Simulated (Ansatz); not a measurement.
# Li5SbCl2 (built on the sites of a database entry of Li5NCl2): the cell at rest

Task: relax Li5SbCl2 (built on the sites of a database entry of Li5NCl2) tightly.

Main program and level: Ansatz 0.2.0; DFT PBEsol, scalar-relativistic, plane waves, PAW.

The structure was built from a prototype and need not be the compound's stable phase.

### Step 1. The starting structure

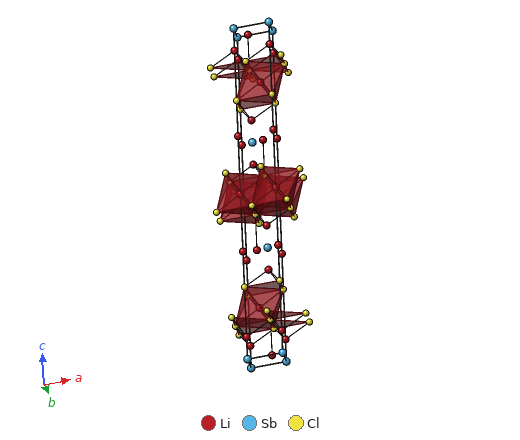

Start, viewed from a free direction; lithium red, antimony blue, chlorine yellow. This picture shows the conventional cell, with its axes. Some periodic images of atoms are drawn too.

Structure file:

```cif
data_structure
_symmetry_space_group_name_H-M 'P 1'
_symmetry_Int_Tables_number 1
_cell_length_a 10.1481
_cell_length_b 10.1481
_cell_length_c 10.1481
_cell_angle_alpha 21.456
_cell_angle_beta 21.456
_cell_angle_gamma 21.456
_cell_volume 122.52
loop_
_atom_site_label
_atom_site_type_symbol
_atom_site_fract_x
_atom_site_fract_y
_atom_site_fract_z
_atom_site_occupancy
Li1 Li 0.50000 0.50000 0.50000 1
Li2 Li 0.93293 0.93293 0.93293 1
Li3 Li 0.06707 0.06707 0.06707 1
Li4 Li 0.67438 0.67438 0.67438 1
Li5 Li 0.32562 0.32562 0.32562 1
Sb6 Sb 0.00000 0.00000 0.00000 1
Cl7 Cl 0.21823 0.21823 0.21823 1
Cl8 Cl 0.78177 0.78177 0.78177 1
```

### Step 2. A coarse first look

A quick single point on a coarse mesh tells whether the cell has a gap and how far it is from rest, which sets the k mesh and smearing that follow.

Input file input.yaml:

```yaml
crystal:
  lattice:
    - [1.88905, 1.09064, 9.91094]
    - [-1.88905, 1.09064, 9.91094]
    - [0.0, -2.18128, 9.91094]
  atoms:
    - { symbol: Li, position: [0.5, 0.5, 0.5] }
    - { symbol: Li, position: [0.93292666, 0.93292666, 0.93292666] }
    - { symbol: Li, position: [0.06707334, 0.06707334, 0.06707334] }
    - { symbol: Li, position: [0.67438427, 0.67438427, 0.67438427] }
    - { symbol: Li, position: [0.32561573, 0.32561573, 0.32561573] }
    - { symbol: Sb, position: [0.0, 0.0, 0.0] }
    - { symbol: Cl, position: [0.21822532, 0.21822532, 0.21822532] }
    - { symbol: Cl, position: [0.78177468, 0.78177468, 0.78177468] }
kpoints:
  mp_grid: { grid: [6, 6, 6] }
hamiltonian:
  xc: pbesol
scf:
  occupations: { method: gaussian, width: 0.1 }
output:
  forces: true
  stress: true
  eigenvalues: true
```

Launch:

```sh
$ ansatz run input.yaml --threads 8 --pin off --max-ram 14336MiB --backend cpu --events-out ev --progress --plain --runs-dir out
```

Numbers of over 12 decimals in the logs are rounded to 6 here.

What it wrote:

```text
[...]
k-point 0: bands = [... 18 lower, 2.2634, 3.3430, 6.5855, 6.5855, 8.0900, 8.8657, 10.2526, 10.2526, ... 3 higher]
  k-point 1: bands = [... 18 lower, 2.1831, 3.4974, 5.1603, 5.6835, 8.8383, 9.5468, 10.9929, 11.2178, ... 3 higher]
  k-point 2: bands = [... 18 lower, 1.9889, 3.3605, 4.2556, 4.6131, 8.2133, 10.0066, 10.3843, 11.2675, ... 3 higher]
  k-point 31: bands = [... 18 lower, 2.2653, 2.9448, 6.5873, 6.5873, 8.5387, 8.7311, 10.2582, 10.2582, ... 3 higher]
[key lines of the parts left out:]
SCF converged after 7 iterations
Free energy (F): -9547.699811 eV
Fermi energy:    6.785552 eV
P = ⅓ Tr σ = 24.0598 GPa (240.598 kbar)
```

It took 1.8 s on 8 threads of Arm Neoverse V1, shared host; peak memory 0.57 GiB.

Numbers from this step:

- pressure: 24.06 GPa
- volume per atom: 15.31 Å³
- gap on the k-mesh: 0.3644 eV
- direct gap on mesh: 1.504 eV

The coarse mesh shows a gap of 0.36 eV and a pressure of 24.1 GPa.

### Step 3. Rough relaxation

The start is far from rest, so a relaxation with loose tolerances brings it close first.

Edit input.yaml of step 2 so:

```diff
@@ -24 +24,6 @@
   eigenvalues: true
+relax:
+  adjacent_minimum: "off"
+  f_tol: 0.05
+  max_steps: 80
+  cell: { stress_tol: 0.5 }
```

What it wrote:

```text
[...]
Crystal: 8 atoms, lattice volume = 122.515 Å³
Basis set: ecut = 420 eV, 2403 PW (Γ), FFT grids on a1−a3, a2−a3, a3, exchange–correlation on 54×54×144 points (8 copies of the dense FFT grid, shifted against one another)
Bands: 30, of which v1, the nominal top of the filled ones, is band 22 counted from 1 (21 counted from 0)
Symmetry: 12 space group operations
[...]
- { symbol: Li, position: [0.911314, 0.911314, 0.911314] }
    - { symbol: Li, position: [0.088686, 0.088686, 0.088686] }
    - { symbol: Li, position: [0.688833, 0.688833, 0.688833] }
    - { symbol: Li, position: [0.311167, 0.311167, 0.311167] }
    - { symbol: Sb, position: [5.688513195443243e-19, 5.688513195443242e-19, 5.688513195443247e-19] }
    - { symbol: Cl, position: [0.208881, 0.208881, 0.208881] }
    - { symbol: Cl, position: [0.791119, 0.791119, 0.791119] }
[key lines of the parts left out:]
SCF converged after 6 iterations
Free energy (F): -9552.862601 eV
Fermi energy:    5.016342 eV
P = ⅓ Tr σ = 0.2141 GPa (2.141 kbar)
```

The job ended after 11 s (8 threads; peak memory 0.68 GiB; 77 s of CPU time).

Step by step:

| step | energy less that of the first step (eV) | largest force component (eV/Å) | pressure (GPa) | volume (Å³) |
| --- | --- | --- | --- | --- |
| 1 | 0.0000 | 5.7450 | 24.06 | 122.52 |
| 2 | -3.0777 | 2.4768 | 12.15 | 136.80 |
| 3 | -4.4626 | 1.1433 | 5.02 | 152.98 |
| 4 | -5.0150 | 0.3745 | 1.49 | 161.17 |
| 5 | -5.1099 | 0.0834 | 0.34 | 161.37 |
| 6 | -5.1303 | 0.0511 | -0.27 | 164.48 |
| 7 | -5.1374 | 0.0225 | -0.08 | 162.48 |
| 8* | -5.1628 | 0.0226 | 0.21 | 162.48 |

Relaxation steps marked * repeat the geometry before them on a plane-wave basis chosen anew for their cell, so energy and pressure can jump there.

The run keeps the 12 symmetry operations that it works with, so distortions that break them were not tested.

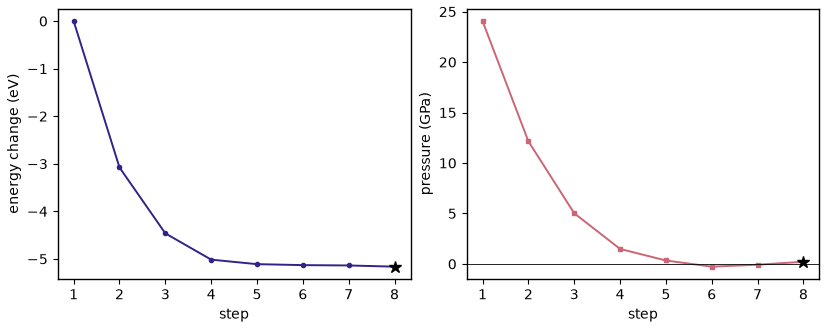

Energy and pressure along the relaxation. Stars mark steps on a basis chosen anew.

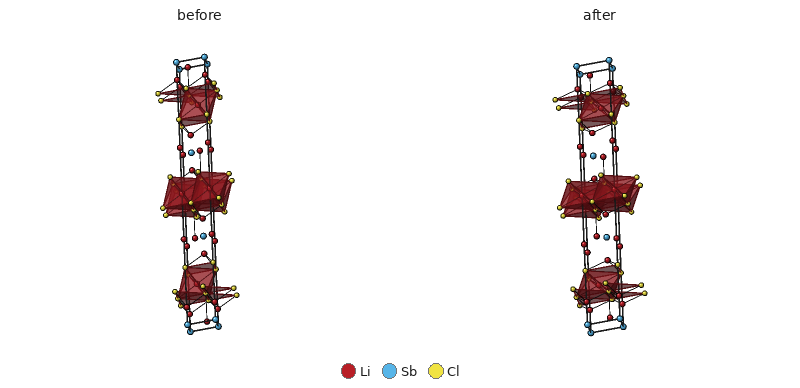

Before and after, at one scale.

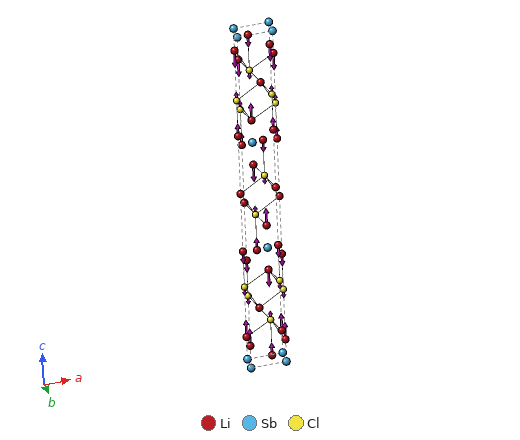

Displacements in the relaxation, exaggerated, measured against the changing cell; the longest in the cell stands for 0.63 Å. Bonds to atoms that aren't drawn are left out. Some periodic images of atoms are drawn too.

| cell as run | before | after | change |
| --- | --- | --- | --- |
| a (Å) | 10.148 | 10.082 | -0.7 % |
| b (Å) | 10.148 | 10.082 | -0.7 % |
| c (Å) | 10.148 | 10.082 | -0.7 % |
| α (°) | 21.46 | 25.12 | +17.1 % |
| β (°) | 21.46 | 25.12 | +17.1 % |
| γ (°) | 21.46 | 25.12 | +17.1 % |
| volume (Å³/atom) | 15.31 | 20.31 | +32.6 % |

The atoms that moved most (Å, as changes of fractional coordinates times the final cell):

| atom | dx | dy | dz | length |
| --- | --- | --- | --- | --- |
| Li3 | 0.000 | 0.000 | 0.633 | 0.633 |
| Li2 | 0.000 | 0.000 | -0.633 | 0.633 |
| Li4 | 0.000 | 0.000 | 0.423 | 0.423 |
| Li5 | 0.000 | 0.000 | -0.423 | 0.423 |
| Cl7 | 0.000 | 0.000 | -0.274 | 0.274 |
| Cl8 | 0.000 | 0.000 | 0.274 | 0.274 |

Numbers from this step:

* pressure: 0.2141 GPa
* volume per atom: 20.31 Å³
* gap on the k-mesh: 0 eV

In this step the volume went from 15.31 to 20.31 Å³/atom.

### Step 4. Relaxation

Harmonic phonons are second derivatives at a point where the forces vanish, and they are wanted at zero stress, so atoms and cell are relaxed first.

Input file input.yaml:

```yaml
crystal:
  lattice:
    - [2.192331406, 1.2657431274, 9.7587242859]
    - [-2.192331406, 1.2657431274, 9.7587242859]
    - [0.0, -2.5314862548, 9.7587242859]
  atoms:
    - { symbol: Li, position: [0.5, 0.5, 0.5] }
    - { symbol: Li, position: [0.9113138228, 0.9113138228, 0.9113138228] }
    - { symbol: Li, position: [0.0886861772, 0.0886861772, 0.0886861772] }
    - { symbol: Li, position: [0.688832847, 0.688832847, 0.688832847] }
    - { symbol: Li, position: [0.311167153, 0.311167153, 0.311167153] }
    - { symbol: Sb, position: [0.0, 0.0, 0.0] }
    - { symbol: Cl, position: [0.2088810591, 0.2088810591, 0.2088810591] }
    - { symbol: Cl, position: [0.7911189409, 0.7911189409, 0.7911189409] }
kpoints:
  mp_grid: { grid: [9, 9, 9] }
hamiltonian:
  xc: pbesol
scf:
  occupations: { method: gaussian, width: 0.1 }
output:
  forces: true
  stress: true
  eigenvalues: true
relax:
  adjacent_minimum: "off"
  f_tol: 0.005
  max_steps: 80
  cell: { stress_tol: 0.05 }
```

What it wrote:

```text
[...]
Crystal: 8 atoms, lattice volume = 162.479 Å³
Basis set: ecut = 420 eV, 3207 PW (Γ), FFT grids on a1−a3, a2−a3, a3, exchange–correlation on 60×60×144 points (8 copies of the dense FFT grid, shifted against one another)
Bands: 30, of which v1, the nominal top of the filled ones, is band 22 counted from 1 (21 counted from 0)
Symmetry: 12 space group operations
[...]
k-points: 85 of 729
[...]
SCF iter   1: F=—  HF=-9552.920021 eV  |F-HF|=—  |Δ(HF+E_count)|=         —  Δρ=3.78e-3  dr2=1.73e-1  ethr=1.77e-3  ⟨swp⟩=7.7  Hψ=13078  notcnv=0
[...]
SCF iter   8: F=-9552.861974 eV  HF=-9552.861974 eV  |F-HF|=1.79e-8  |Δ(HF+E_count)|=   1.79e-7  Δρ=4.35e-6  dr2=7.76e-8  ethr=2.27e-10  ⟨swp⟩=10.5  Hψ=12355  notcnv=0
SCF 1 converged in 8 iterations: F = -9552.861974 eV  dr2 = 7.76e-8
[...]
relax step   1: F+E_penalty+E_count = -9552.86197428 eV  Δ(F+E_penalty+E_count) = +0.000e0 eV  max|allowed force component| = 2.113e-2 eV/Å  Δτ_max = 0.0000 Å  P = +0.212 GPa  Ω = 162.479 Å³  (8 SCF iters, dr2 threshold 1.00e-7 eV, accepted)
Crystal: 8 atoms, lattice volume = 163.725 Å³
Basis set: ecut = 420 eV, 3243 PW (Γ), FFT grids on a1−a3, a2−a3, a3, exchange–correlation on 60×60×144 points (8 copies of the dense FFT grid, shifted against one another)
[...]
SCF iter   5: F=-9552.865198 eV  HF=-9552.865198 eV  |F-HF|=1.09e-8  |Δ(HF+E_count)|=   2.91e-7  Δρ=8.36e-6  dr2=1.10e-7  ethr=8.06e-10  ⟨swp⟩=8.0  Hψ=11590  notcnv=0
SCF 2 converged in 5 iterations: F = -9552.865198 eV  dr2 = 1.10e-7
relax step   2: F+E_penalty+E_count = -9552.86519815 eV  Δ(F+E_penalty+E_count) = -3.224e-3 eV  max|allowed force component| = 4.020e-2 eV/Å  Δτ_max = 0.0205 Å  P = -0.070 GPa  Ω = 163.725 Å³  energy of the carried Pulay correction = -5.779e-5 eV  (5 SCF iters, dr2 threshold 3.55e-7 eV, accepted)
Crystal: 8 atoms, lattice volume = 163.488 Å³
Basis set: ecut = 420 eV, 3213 PW (Γ), FFT grids on a1−a3, a2−a3, a3, exchange–correlation on 60×60×144 points (8 copies of the dense FFT grid, shifted against one another)
[...]
SCF iter   5: F=-9552.867413 eV  HF=-9552.867413 eV  |F-HF|=1.67e-8  |Δ(HF+E_count)|=   7.12e-7  Δρ=4.89e-6  dr2=5.20e-8  ethr=3.86e-10  ⟨swp⟩=5.1  Hψ=11047  notcnv=0
SCF 3 converged in 5 iterations: F = -9552.867413 eV  dr2 = 5.20e-8
relax step   3: F+E_penalty+E_count = -9552.86741322 eV  Δ(F+E_penalty+E_count) = -2.215e-3 eV  max|allowed force component| = 1.033e-2 eV/Å  Δτ_max = 0.0180 Å  P = -0.096 GPa  Ω = 163.488 Å³  energy of the carried Pulay correction = -4.681e-5 eV  (5 SCF iters, dr2 threshold 1.70e-7 eV, accepted)
[...]
relax step   4: F+E_penalty+E_count = -9552.86881871 eV  Δ(F+E_penalty+E_count) = -1.405e-3 eV  max|allowed force component| = 2.877e-2 eV/Å  Δτ_max = 0.0204 Å  P = -0.039 GPa  Ω = 162.682 Å³  energy of the carried Pulay correction = -9.451e-6 eV  (6 SCF iters, dr2 threshold 9.62e-8 eV, accepted)
[...]
relax step   5: F+E_penalty+E_count = -9552.86928032 eV  Δ(F+E_penalty+E_count) = -4.616e-4 eV  max|allowed force component| = 2.373e-2 eV/Å  Δτ_max = 0.0345 Å  P = -0.053 GPa  Ω = 162.062 Å³  energy of the carried Pulay correction = +1.942e-5 eV  (6 SCF iters, dr2 threshold 5.17e-8 eV, accepted)
[...]
relax step   6: F+E_penalty+E_count = -9552.86969204 eV  Δ(F+E_penalty+E_count) = -4.117e-4 eV  max|allowed force component| = 3.567e-3 eV/Å  Δτ_max = 0.0054 Å  P = -0.012 GPa  Ω = 161.633 Å³  energy of the carried Pulay correction = +3.944e-5 eV  (5 SCF iters, dr2 threshold 3.98e-8 eV, accepted)
[...]
relax step   7: F+E_penalty+E_count = -9552.86974743 eV  Δ(F+E_penalty+E_count) = -5.539e-5 eV  max|allowed force component| = 2.291e-3 eV/Å  Δτ_max = 0.0066 Å  P = -0.000 GPa  Ω = 161.383 Å³  energy of the carried Pulay correction = +5.116e-5 eV  (10 SCF iters, accepted)
[...]
relax step   8: F+E_penalty+E_count = -9552.86976998 eV  Δ(F+E_penalty+E_count) = -2.255e-5 eV  max|allowed force component| = 9.677e-4 eV/Å  Δτ_max = 0.0059 Å  P = -0.001 GPa  Ω = 161.225 Å³  energy of the carried Pulay correction = +5.857e-5 eV  (10 SCF iters, accepted)
[...]
SCF iter   1: F=—  HF=-9552.869657 eV  |F-HF|=—  |Δ(HF+E_count)|=         —  Δρ=5.04e-5  dr2=1.55e-7  ethr=4.83e-7  ⟨swp⟩=2.7  Hψ=18299  notcnv=0
eigensolver tolerance schedule: the retry pair's looser diagonalisation over-reported the residual by 1373.32 of it (diagonalisation noise at 0.27 of the residual, at the tolerance the schedule requests for it); recorded, not acted on — ethr = c·dr2/N_el stays at c = 1.0e-1
[...]
SCF iter   2: F=—  HF=-9552.869685 eV  |F-HF|=—  |Δ(HF+E_count)|=   2.75e-5  Δρ=2.56e-5  dr2=3.92e-8  ethr=3.51e-10  ⟨swp⟩=2.9  Hψ=4729  notcnv=0
[...]
SCF iter   5: F=-9552.869693 eV  HF=-9552.869693 eV  |F-HF|=1.64e-11  |Δ(HF+E_count)|=  9.09e-11  Δρ=6.62e-8  dr2=2.56e-11  ethr=1.00e-12  ⟨swp⟩=4.6  Hψ=7707  notcnv=0
SCF 9 converged in 5 iterations: F = -9552.869693 eV  dr2 = 2.56e-11
relax step   9: F+E_penalty+E_count = -9552.86969272 eV  Δ(F+E_penalty+E_count) = +7.726e-5 eV  max|allowed force component| = 9.626e-4 eV/Å  Δτ_max = 0.0000 Å  P = -0.001 GPa  Ω = 161.225 Å³  stress off target by 1.20e-3 GPa  SCF on the basis re-selected at this cell (its energy is not comparable with the rows above)  (5 SCF iters)
basis re-selected at this cell: Δ(F+E_penalty+E_count) = +7.726e-5 eV, ΔP = -0.000 GPa vs the last step (what re-selecting the basis moved, of the pressure what is left beyond the Pulay correction that the steps carried, after the strain that the cell walked since its last selection, with what the two solves' SCF thresholds leave and, on support functions, any second-order correction that the steps lacked; it is no m [...]
SCF converged after 5 iterations
Free energy (F): -9552.869693 eV
[...]
Internal energy: -9552.867965 eV  (E = F + TS)
E sigma→0 (E₀):  -9552.868829 eV
Entropy (-TS):   -0.001728 eV (-0.216 meV/atom)
Fermi energy:    4.977373 eV
[...]
--- Forces (eV/Å), atoms counted from 1 ---
  atom   1  Li    -0.00000000     0.00000000    -0.00000000
  atom   2  Li     0.00000000    -0.00000000    -0.00010279
  atom   3  Li     0.00000000     0.00000000     0.00010279
  atom   4  Li     0.00000000    -0.00000000     0.00002688
  atom   5  Li     0.00000000     0.00000000    -0.00002688
  atom   6  Sb    -0.00000000     0.00000000    -0.00000000
  atom   7  Cl     0.00000000    -0.00000000    -0.00096259
  atom   8  Cl     0.00000000     0.00000000     0.00096259
  max |Σ_I F_I| component: 3.29e-31 eV/Å
--- Stress (GPa, compression-positive) ---
       -0.001197       0.000000       0.000000
        0.000000      -0.001197       0.000000
        0.000000       0.000000       0.000234
  P = ⅓ Tr σ = -0.0007 GPa (-0.007 kbar)
--- Band table (eV; the first three rows and the last of 85) ---
  k-point 0: bands = [... 18 lower, -0.6614, 2.6490, 4.7209, 4.9237, 4.9237, 5.7307, 7.4032, 7.4032, ... 4 higher]
  k-point 1: bands = [... 18 lower, -0.5389, 2.6767, 4.3369, 4.7244, 5.0696, 5.8832, 7.3339, 7.5606, ... 4 higher]
  k-point 2: bands = [... 18 lower, -0.4144, 2.7540, 3.4924, 4.3222, 5.5873, 6.1919, 7.2403, 7.9155, ... 4 higher]
  k-point 84: bands = [... 18 lower, -0.4005, 2.4839, 4.4299, 4.7406, 5.5293, 5.7563, 7.2194, 7.3680, ... 4 higher]
--- Relaxed structure (8 steps of the walk, 8 accepted, 1 SCFs on fresh bases) ---
[...]
cell:  # Å, volume = 161.2248 Å³
    - [2.230417, 1.287732, 9.355543]
    - [-2.230417, 1.287732, 9.355543]
    - [0, -2.575464, 9.355543]
  atoms:
    - { symbol: Li, position: [0.5, 0.5, 0.5] }
    - { symbol: Li, position: [0.907687, 0.907687, 0.907687] }
    - { symbol: Li, position: [0.092313, 0.092313, 0.092313] }
    - { symbol: Li, position: [0.688743, 0.688743, 0.688743] }
    - { symbol: Li, position: [0.311257, 0.311257, 0.311257] }
    - { symbol: Sb, position: [0, 0, 0] }
    - { symbol: Cl, position: [0.207552, 0.207552, 0.207552] }
    - { symbol: Cl, position: [0.792448, 0.792448, 0.792448] }
```

Wall time 34 s (8 threads); peak memory 0.84 GiB.

(Continued in part 2 of 2.)

[Logs are printed without paths, hosts, clocks, repeated set-up lines and the standing remarks that a program may print on its own settings, such as how far it seeks lower states.]

[Hosts, paths, dates, database ids (printed as entryN), source tags and the programs' standing remarks are cut or masked in the printed files.]
